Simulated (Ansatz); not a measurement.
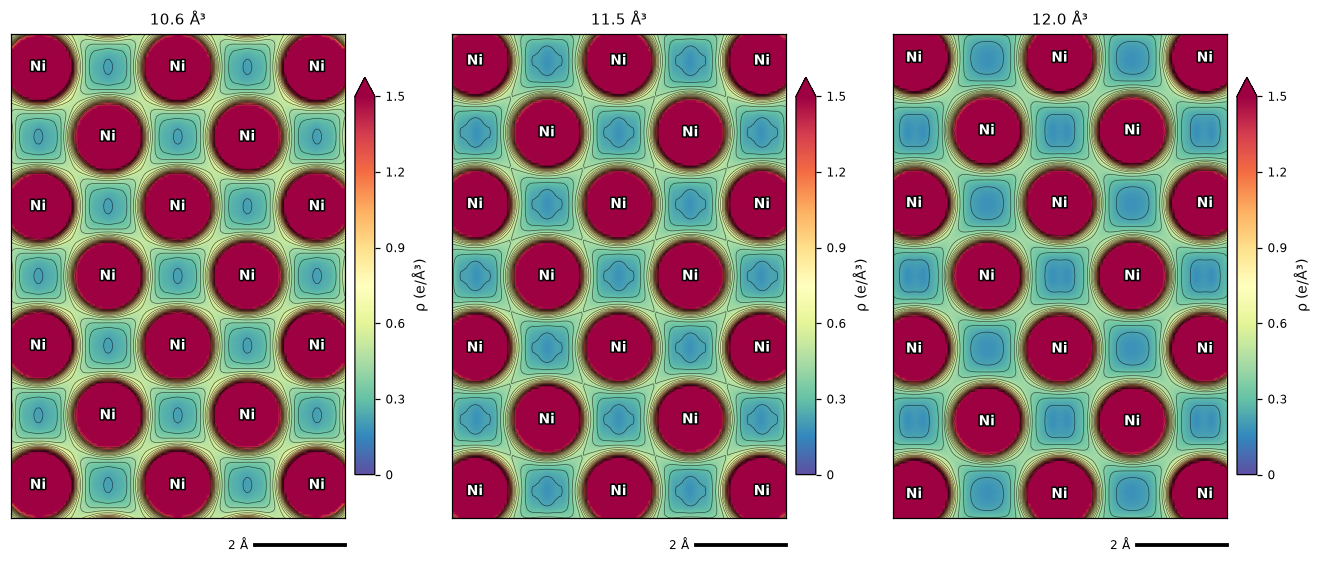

Ni. The valence electron density of cells scaled evenly to different volumes (given per atom above each panel), on the (110) plane of each (indices in the axes of the cell below), at one length scale and on one colour scale.

A generated structure, not necessarily the stable one; spin-polarised.

Level of theory: Ansatz 0.2.0, DFT, m-r2SCAN, plane waves (500 eV) with PAW, scalar-relativistic.

Core electrons are frozen (PAW), and the valence fields are smoothed inside the atomic spheres.

The largest cell:

```
Ni
1.0
     0.00000    2.37866    2.37866
     2.37866    0.00000    2.37866
     2.37866    2.37866    0.00000
Ni
2
Direct
  0.00000 0.00000 0.00000
  0.50000 0.50000 0.50000
```

| volume (Å³/atom) | Ni–Ni contact in the plane (Å) | ρ at its midpoint (e/Å³) | pressure (GPa) | largest moment (μB) | 
| --- | --- | --- | --- | --- |
| 10.57 | 2.195 | 0.509 | 29.3 | 0.34 | 
| 11.54 | 2.260 | 0.449 | 7.9 | 0.40 | 
| 12.02 | 2.290 | 0.422 | 0.4 | 0.42 | 
| 12.98 | 2.350 | ? | ? | ? | 
| 13.46 | 2.379 | 0.357 | −13.8 | 0.51 | 

### What values belong in the row with question marks?

Over the known rows ln ρ falls by 1.93 per Å of Ni–Ni distance (a least-squares line), which gives 0.377 e/Å³ at 2.350 Å; the calculation gives 0.376 e/Å³. For the pressure, a straight line in volume between the neighbouring rows gives −9.1 GPa; the calculation gives −10.2, lower because pressure rises ever faster on compression. For the largest moment, a straight line in volume between the neighbouring rows gives 0.48 μB; the calculation gives 0.47.
